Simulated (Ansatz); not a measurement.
# Run report: GaN, single-point calculation

- system: GaN (P6₃mc, 16 atoms in the cell)
- method: DFT PBE, scalar-relativistic, plane waves, PAW, no spin polarisation (Ansatz 0.2.0)

The structure derives from a Materials Project entry. It belongs to a series of runs on one base structure; here: the perfect crystal in a cell of 16 atoms. Figures and captions count atoms from 1; the log counts them from 0 in places.

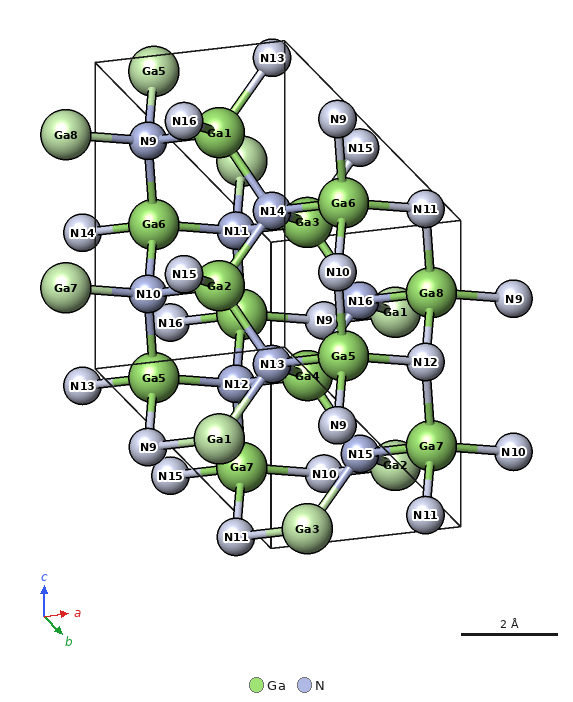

**Figure 1.** The structure (ball-and-stick view of the cell of the calculation, seen at an oblique angle; neighbours outside the cell are drawn fainter; atoms are numbered from 1 in the order of the input).

## Key numbers

| quantity | value |
| --- | --- |
| outcome | converged |
| space group (tolerance 0.01 Å) | P6₃mc (186) |
| electrons treated | 144 |
| free energy | −33343.3189 eV |
| Fermi energy | 10.120 eV |
| gap on the k-point mesh | 1.71 eV |
| pressure | −0.04 GPa |
| largest force (length of the vector) | 0.001 eV/Å |
| hardware | 4 threads of AMD EPYC (Zen 3), 189 GiB of memory available, shared host |
| wall time | 7.9 s (CPU time 23 s) |
| peak memory | 0.65 GiB |

## Input file
```yaml
crystal:
  lattice:
    - [0.0, 0.0, -5.2431683713]
    - [-3.2183708025, -5.5743817476, 0.0]
    - [-3.2183708025, 5.5743817476, 0.0]
  atoms:
    - { symbol: Ga, position: [0.5008651418, 0.1666666667, 0.8333333333] }
    - { symbol: Ga, position: [0.5008651418, 0.1666666667, 0.3333333333] }
    - { symbol: Ga, position: [0.5008651418, 0.6666666667, 0.8333333333] }
    - { symbol: Ga, position: [0.5008651418, 0.6666666667, 0.3333333333] }
    - { symbol: Ga, position: [0.0008651418, 0.3333333333, 0.1666666667] }
    - { symbol: Ga, position: [0.0008651418, 0.3333333333, 0.6666666667] }
    - { symbol: Ga, position: [0.0008651418, 0.8333333333, 0.1666666667] }
    - { symbol: Ga, position: [0.0008651418, 0.8333333333, 0.6666666667] }
    - { symbol: "N", position: [0.1241348582, 0.1666666667, 0.8333333333] }
    - { symbol: "N", position: [0.1241348582, 0.1666666667, 0.3333333333] }
    - { symbol: "N", position: [0.1241348582, 0.6666666667, 0.8333333333] }
    - { symbol: "N", position: [0.1241348582, 0.6666666667, 0.3333333333] }
    - { symbol: "N", position: [0.6241348582, 0.3333333333, 0.1666666667] }
    - { symbol: "N", position: [0.6241348582, 0.3333333333, 0.6666666667] }
    - { symbol: "N", position: [0.6241348582, 0.8333333333, 0.1666666667] }
    - { symbol: "N", position: [0.6241348582, 0.8333333333, 0.6666666667] }
basis:
  ecutwfc: 420
  xc_grid: 2
kpoints:
  mp_grid: { grid: [3, 3, 3], shift: [0.0, 0.0, 0.0] }
hamiltonian:
  xc: pbe
scf:
  occupations: { method: gaussian, width: 0.01 }
output:
  forces: true
  stress: true
  eigenvalues: true
  write_density: true
  write_potential: true
  elf: true
  volumetric_format: npy
```

Run as:
```bash
ansatz run input.yaml --threads 4 --pin off --max-ram 8192MiB --backend cpu --events-out ev --progress --plain --runs-dir out
```

## The program's output
```
Engine: ansatz 0.2.0, x86_64-unknown-linux-gnu
Pseudopotentials: kind: paw
Pseudopotential: Ga, paw, valence charge 13, recommended cutoff 420 eV (normal), Ga.paw.azcp
Pseudopotential: N, paw, valence charge 5, recommended cutoff 420 eV (normal), N.paw.azcp
Functional definition: PBE
  parameter kappa = 0.804
  parameter beta = 0.06672455060314922
  exchange = pbe_x(kappa = kappa, mu = beta*pi^2/3)
  correlation = pbe_c(beta = beta)
Crystal: 16 atoms, lattice volume = 188.129 Å³
Basis set: ecut = 420 eV, 3713 PW (Γ), exchange–correlation on 72×90×90 points (8 copies of the dense FFT grid, shifted against one another)
Bands: 88, of which v1, the nominal top of the filled ones, is band 72 counted from 1 (71 counted from 0)
Symmetry: 48 space group operations
Space group: P63mc (ITA 186), of the structure as read, at distance tolerance 5.7e-5 Å
k-points: 6 of 27 (time reversal used)
Non-local potential: Ga, projectors of the file, l = 0: 2, l = 1: 2, l = 2: 3, l = 3: 1
Non-local potential: N, projectors of the file, l = 0: 2, l = 1: 2, l = 2: 1
PAW form: soft (Blöchl's): semilocal exchange-correlation on the pseudo side does not see the compensation charge
PAW one-centre angular grid: Ga, 590 points (default); XC on 64 Gauss nodes
PAW one-centre angular grid: N, 110 points (default); XC on 64 Gauss nodes
Initial density: superposition of atomic densities (neutral atoms: chi_scale 0, normalization atom), corrected by the library's trained network
Initial wavefunctions: pseudopotential atomic-orbital guess
Functional: x = pbe(κ = 0.804, μ = 0.2195149727645171), c = pbe(β = 0.06672455060314922)
SCF iter   1: F=—  HF=-33343.317023 eV  |F-HF|=—  |Δ(HF+E_count)|=         —  Δρ=7.32e-4  dr2=4.80e-4  ethr=1.77e-3  ⟨swp⟩=6.0  Hψ=1831  notcnv=0  defer=5
preconditioner: auto → Resta (q_TF=auto, 2.609 Å⁻¹)  ε∞=4.9  [insulator: Δε(μ)=1.703 eV  Ē_g=16.379 eV  σ=0.010 eV  W_gap=1.00  n_scr=58 (ndim 8)  ℏωp=32.5 eV  f_vac=0.010  D(μ)=0.00/eV (n_scr^D=0)  ε∞_Penn≈4.9]
SCF iter   2: F=—  HF=-33343.318296 eV  |F-HF|=—  |Δ(HF+E_count)|=   1.27e-3  Δρ=3.89e-4  dr2=1.16e-4  ethr=3.33e-7  ⟨swp⟩=3.0  Hψ=1115  notcnv=0  defer=51
SCF iter   3: F=—  HF=-33343.318725 eV  |F-HF|=—  |Δ(HF+E_count)|=   4.29e-4  Δρ=2.04e-4  dr2=3.73e-5  ethr=8.06e-8  ⟨swp⟩=2.0  Hψ=902  notcnv=0  defer=51
SCF iter   4: F=—  HF=-33343.318900 eV  |F-HF|=—  |Δ(HF+E_count)|=   1.75e-4  Δρ=4.97e-5  dr2=3.91e-6  ethr=2.59e-8  ⟨swp⟩=2.0  Hψ=920  notcnv=0  defer=51
SCF iter   5: F=—  HF=-33343.318908 eV  |F-HF|=—  |Δ(HF+E_count)|=   8.56e-6  Δρ=1.58e-5  dr2=3.27e-7  ethr=2.72e-9  ⟨swp⟩=2.0  Hψ=903  notcnv=0  defer=51
SCF iter   6: F=-33343.318909 eV  HF=-33343.318909 eV  |F-HF|=1.37e-8  |Δ(HF+E_count)|=   8.07e-7  Δρ=3.83e-6  dr2=2.09e-8  ethr=6.94e-11  ⟨swp⟩=12.3  Hψ=3538  notcnv=0
SCF 1 converged in 6 iterations: F = -33343.318909 eV  dr2 = 2.09e-8
  greatest PAW one-centre occupation: 0.995 electrons in one spin orbital (limit 2), on the Ga atom at site 3 (counted from 0), in its partial waves of l = 2
SCF converged after 6 iterations
Free energy (F): -33343.318909 eV
Harris-Foulkes:  -33343.318909 eV  (|F-HF|=1.37e-8)
Internal energy: -33343.318909 eV  (E = F + TS)
E sigma→0 (E₀):  -33343.318909 eV
Fermi energy:    10.119664 eV
--- Per-component energies (eV) ---
  E_band       = -96.152025
  E_kinetic    = 1968.902476
  E_local      = -15799.029505  (includes V_loc(G=0)·N_el)
  E_nonlocal   = 3794.741922
  E_hartree    = 7254.933672
  E_xc         = -1027.165095
  E_vxc        = -1068.847867  (∫ρ·V_xc dr)
  E_paw        = -16964.008000  (= ΣΔE_a)
  E_vpaw       = -3501.791885  (= ΣTr[D̂ρ^β])
  E_aug_tail   = 0.000629  (compensation charges beyond the density's cutoff)
  E_ewald      = -12571.695007
  E_smearing   = -0.000000  (= −TS)
  E_closure    = 0.000000  (closes the sum)
  Σ components = -33343.318909   (vs F -33343.318909, Δ=0.00e0)
--- Forces (eV/Å), atoms counted from 1 ---
  atom   1  Ga    -0.00000000    -0.00000000     0.00120756
  atom   2  Ga    -0.00000000    -0.00000000     0.00120756
  atom   3  Ga    -0.00000000    -0.00000000     0.00120756
  atom   4  Ga    -0.00000000    -0.00000000     0.00120756
  atom   5  Ga     0.00000000     0.00000000     0.00120756
  atom   6  Ga     0.00000000     0.00000000     0.00120756
  atom   7  Ga     0.00000000     0.00000000     0.00120756
  atom   8  Ga     0.00000000     0.00000000     0.00120756
  atom   9  N      0.00000000    -0.00000000    -0.00122006
  atom  10  N      0.00000000    -0.00000000    -0.00122006
  atom  11  N      0.00000000    -0.00000000    -0.00122006
  atom  12  N      0.00000000    -0.00000000    -0.00122006
  atom  13  N      0.00000000     0.00000000    -0.00122006
  atom  14  N     -0.00000000     0.00000000    -0.00122006
  atom  15  N      0.00000000     0.00000000    -0.00122006
  atom  16  N     -0.00000000     0.00000000    -0.00122006
  max |Σ_I F_I| component: 1.00e-4 eV/Å
--- Stress (GPa, compression-positive) ---
       -0.023813      -0.000000       0.000000
       -0.000000      -0.023813      -0.000000
        0.000000      -0.000000      -0.063342
  P = ⅓ Tr σ = -0.0370 GPa (-0.370 kbar)
--- Band table (eV; the first three rows and the last of 6) ---
  k-point 0: bands = ["-6.4691", "-5.6747", "-5.6747", "-5.6747", "-5.6683", "-5.5289", "-5.5289", "-5.5289", "-4.2031", "-4.1891", "-4.1891", "-4.1423", "-4.1423", "-4.1423", "-4.1339", "-4.1339", "-4.1220", "-4.1220", "-4.1220", "-4.0330", "-4.0330", "-4.0330", "-3.9950", "-3.9950", "-3.9950", "-3.9609", "-3.9609", "-3.9562", "-3.9562", "-3.9562", "-3.9478", "-3.9478", "-3.9478", "-3.8789", "-3.8789", "-3.8789", "-3.8715", "-3.8715", "-3.8476", "-3.8476", "-3.8476", "-2.7147", "-2.7147", "-2.7147", "-2.6153", "-2.1746", "-2.1746", "-2.1746", "2.4027", "2.9529", "2.9529", "2.9529", "4.0752", "4.0752", "4.0752", "5.1983", "5.1983", "5.1983", "6.6269", "6.6269", "6.6269", "7.1504", "7.1504", "7.1504", "8.2692", "8.2692", "8.3024", "8.3024", "8.3024", "9.2292", "9.2652", "9.2652", "10.9740", "13.3298", "14.2474", "14.2474", "14.2474", "14.6369", "14.6369", "14.6369", "15.2425", "15.2425", "15.2425", "17.6127", "17.6127", "17.6127", "18.2854", "18.9974"]
  k-point 1: bands = ["-6.2340", "-5.8230", "-5.6629", "-5.6629", "-5.6160", "-5.5474", "-5.5328", "-5.5328", "-4.1751", "-4.1633", "-4.1633", "-4.1575", "-4.1403", "-4.1241", "-4.1118", "-4.0890", "-4.0890", "-4.0873", "-4.0776", "-4.0471", "-4.0081", "-4.0081", "-3.9965", "-3.9951", "-3.9951", "-3.9941", "-3.9801", "-3.9774", "-3.9774", "-3.9650", "-3.9603", "-3.9603", "-3.9597", "-3.9190", "-3.9034", "-3.9018", "-3.9018", "-3.8720", "-3.8720", "-3.8665", "-3.8562", "-3.5095", "-2.8623", "-2.8623", "-2.4355", "-2.0801", "-1.9904", "-1.9904", "2.7739", "3.3813", "3.3813", "3.4397", "4.2976", "4.2976", "4.5369", "5.2095", "5.2095", "5.4166", "5.7702", "5.7702", "6.6199", "6.9768", "7.3456", "7.3456", "7.5295", "7.5434", "7.5434", "7.7802", "8.0551", "8.5416", "8.9557", "9.0308", "12.5196", "13.9751", "14.6026", "14.8434", "15.0640", "15.0640", "15.3931", "15.3931", "15.8996", "15.8996", "15.9012", "17.2939", "17.3926", "17.3926", "17.5019", "18.0475"]
  k-point 2: bands = ["-5.9122", "-5.9122", "-5.9122", "-5.5608", "-5.5608", "-5.5605", "-5.5605", "-5.5605", "-4.1894", "-4.1455", "-4.1455", "-4.1455", "-4.1245", "-4.1245", "-4.1245", "-4.0632", "-4.0632", "-4.0632", "-4.0384", "-4.0384", "-4.0384", "-4.0012", "-4.0012", "-3.9970", "-3.9970", "-3.9970", "-3.9882", "-3.9738", "-3.9738", "-3.9427", "-3.9427", "-3.9427", "-3.9317", "-3.9317", "-3.9317", "-3.9312", "-3.8892", "-3.8863", "-3.8863", "-3.8863", "-3.6988", "-3.6988", "-3.6988", "-2.1910", "-2.1910", "-2.1477", "-2.1477", "-2.1477", "3.3749", "3.3749", "3.3749", "4.0109", "4.0109", "4.1798", "5.3436", "5.3436", "5.3436", "5.6478", "5.6478", "5.6478", "6.3956", "6.3956", "6.6408", "6.9256", "6.9256", "6.9256", "8.2764", "8.2764", "8.2764", "8.4069", "8.4069", "8.4069", "13.9956", "13.9956", "13.9956", "14.4441", "15.9359", "15.9359", "15.9359", "16.4671", "16.4671", "16.4671", "16.7944", "16.7944", "16.7944", "16.7995", "16.7995", "17.5621"]
  k-point 5: bands = ["-5.7655", "-5.7655", "-5.7655", "-5.5914", "-5.5914", "-5.5914", "-5.5299", "-5.5299", "-4.1276", "-4.1266", "-4.1266", "-4.1266", "-4.1150", "-4.1150", "-4.1150", "-4.0852", "-4.0852", "-4.0852", "-4.0695", "-4.0695", "-4.0695", "-4.0650", "-4.0650", "-4.0109", "-3.9814", "-3.9814", "-3.9814", "-3.9807", "-3.9807", "-3.9807", "-3.9375", "-3.9330", "-3.9268", "-3.9268", "-3.9058", "-3.9058", "-3.9058", "-3.8956", "-3.8956", "-3.8956", "-3.4891", "-3.4891", "-3.4891", "-2.7629", "-2.7629", "-2.7629", "-2.1844", "-2.1844", "3.3881", "3.3881", "3.9805", "3.9805", "3.9805", "4.6748", "5.0588", "5.0588", "5.0588", "5.8633", "6.3820", "6.3820", "6.3820", "7.0032", "7.0032", "7.0032", "7.5026", "7.5026", "7.7958", "7.7958", "7.7958", "8.1894", "8.1894", "8.1894", "14.1917", "14.1917", "14.1917", "15.4929", "15.4929", "15.4929", "15.6077", "15.8674", "15.8674", "16.4504", "16.4504", "16.4504", "16.9426", "16.9426", "16.9426", "17.1575"]
```

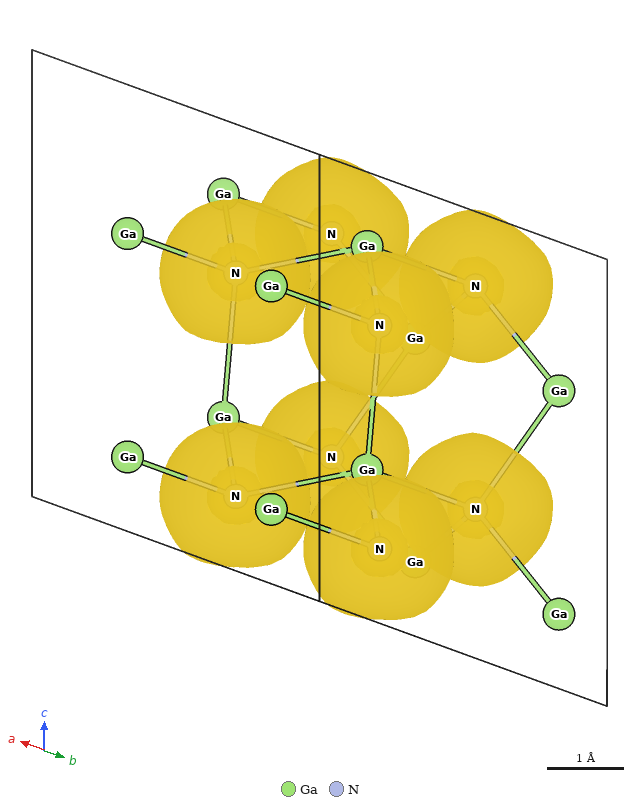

**Figure 2.** Isosurface of the electron localisation function at 0.6 (yellow), seen along [110]. Core shells and regions of very low density are left out. Sticks mark near contacts. The outline is the calculation cell. Profiles from the grid: Ga–N (1.97 Å): the ELF is about 0.45 at the midpoint. The fields are those of the smooth PAW valence density.

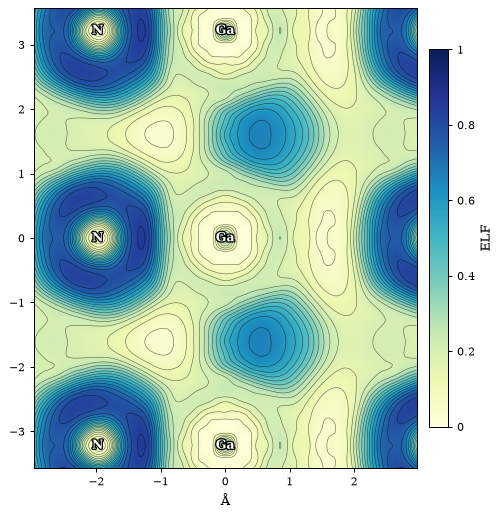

**Figure 3.** Electron localisation function on the (010) plane of the calculation cell. The plane passes through Ga and N nuclei. Ga–N (1.98 Å): the ELF is about 0.45 at the midpoint.

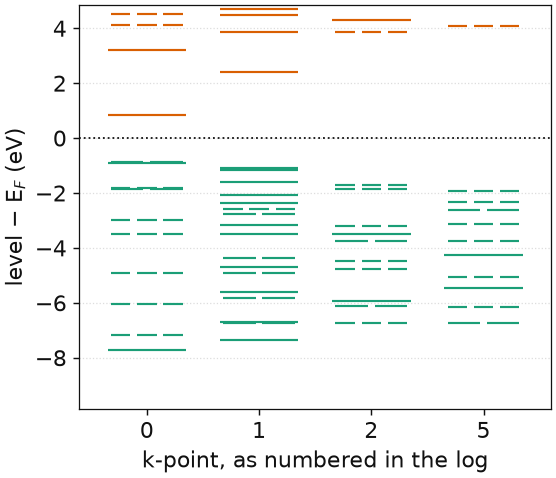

**Figure 4.** Kohn–Sham levels near the Fermi level (dotted) at the few k-points that the log prints; levels within 0.02 eV of each other stand side by side. Among these points the highest filled and lowest empty levels are 1.71 eV apart, which is the gap on the mesh.
